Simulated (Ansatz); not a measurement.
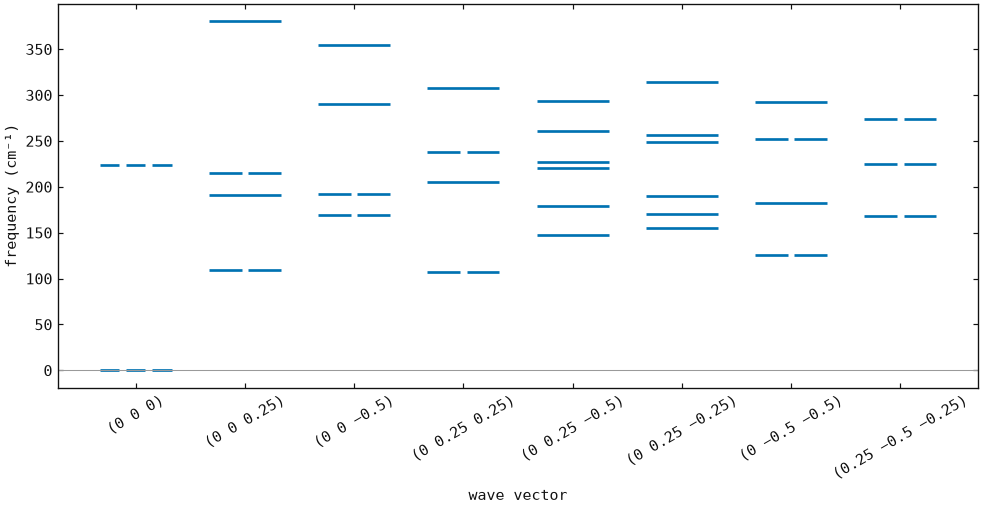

The plot gives the computed phonon frequencies at several wave vectors (in fractions of the reciprocal vectors of the given cell) for MgS, space group Fm-3m (No. 225) (cell built by us, not taken from a database). Imaginary frequencies are drawn as negative.

Starting cell:
```yaml
crystal:
  lattice:
    - [0.00000, 2.61501, 2.61501]
    - [2.61501, 0.00000, 2.61501]
    - [2.61501, 2.61501, 0.00000]
  atoms:
    - { symbol: Mg, position: [0.00000, 0.00000, 0.00000] }
    - { symbol: S, position: [0.50000, 0.50000, 0.50000] }
```

Calculation (Ansatz 0.2.0): harmonic phonon frequencies at the irreducible points of a q mesh with atoms at rest in the given cell, q in fractions of the reciprocal cell vectors, no long-range term at q = 0, imaginary frequencies are negative, the first points where there are many; plane waves with PAW datasets. Level: PBE, no spin polarisation.

wave cutoff 420 eV; k mesh 8×8×8; occupations fixed; pressure 0 GPa; phonon method linear response; q mesh 4×4×4.

> What do the frequencies say about stability?

No frequency is imaginary, so the structure is stable to these displacements at the wave vectors computed.

> Where does the highest mode lie?

The highest mode among the wave vectors computed lies at 380.6 cm⁻¹, at (0 0 0.25) (at the zone centre itself the field of polar modes is left out).

The computed values:

| at | frequency (cm⁻¹) |
| --- | --- |
| (0 0 0) | 0.0 |
| (0 0 0) | 0.0 |
| (0 0 0) | 0.0 |
| (0 0 0) | 223.6 |
| (0 0 0) | 223.6 |
| (0 0 0) | 223.6 |
| (0 0 0.25) | 109.7 |
| (0 0 0.25) | 109.7 |
| (0 0 0.25) | 190.9 |
| (0 0 0.25) | 215.5 |
| (0 0 0.25) | 215.5 |
| (0 0 0.25) | 380.6 |
| (0 0 −0.5) | 168.8 |
| (0 0 −0.5) | 168.8 |
| (0 0 −0.5) | 192.5 |
| (0 0 −0.5) | 192.5 |
| (0 0 −0.5) | 290.5 |
| (0 0 −0.5) | 355.1 |
| (0 0.25 0.25) | 107.7 |
| (0 0.25 0.25) | 107.7 |
| (0 0.25 0.25) | 205.0 |
| (0 0.25 0.25) | 238.0 |
| (0 0.25 0.25) | 238.0 |
| (0 0.25 0.25) | 307.5 |
| (0 0.25 −0.5) | 147.9 |
| (0 0.25 −0.5) | 178.7 |
| (0 0.25 −0.5) | 220.3 |
| (0 0.25 −0.5) | 226.8 |
| (0 0.25 −0.5) | 261.2 |
| (0 0.25 −0.5) | 293.6 |
| (0 0.25 −0.25) | 155.1 |
| (0 0.25 −0.25) | 170.5 |
| (0 0.25 −0.25) | 190.0 |
| (0 0.25 −0.25) | 249.1 |
| (0 0.25 −0.25) | 256.4 |
| (0 0.25 −0.25) | 313.9 |
| (0 −0.5 −0.5) | 125.7 |
| (0 −0.5 −0.5) | 125.7 |
| (0 −0.5 −0.5) | 181.9 |
| (0 −0.5 −0.5) | 252.3 |
| (0 −0.5 −0.5) | 252.3 |
| (0 −0.5 −0.5) | 292.0 |
| (0.25 −0.5 −0.25) | 168.7 |
| (0.25 −0.5 −0.25) | 168.7 |
| (0.25 −0.5 −0.25) | 224.8 |
| (0.25 −0.5 −0.25) | 228.7 |
| (0.25 −0.5 −0.25) | 273.6 |
| (0.25 −0.5 −0.25) | 273.6 |
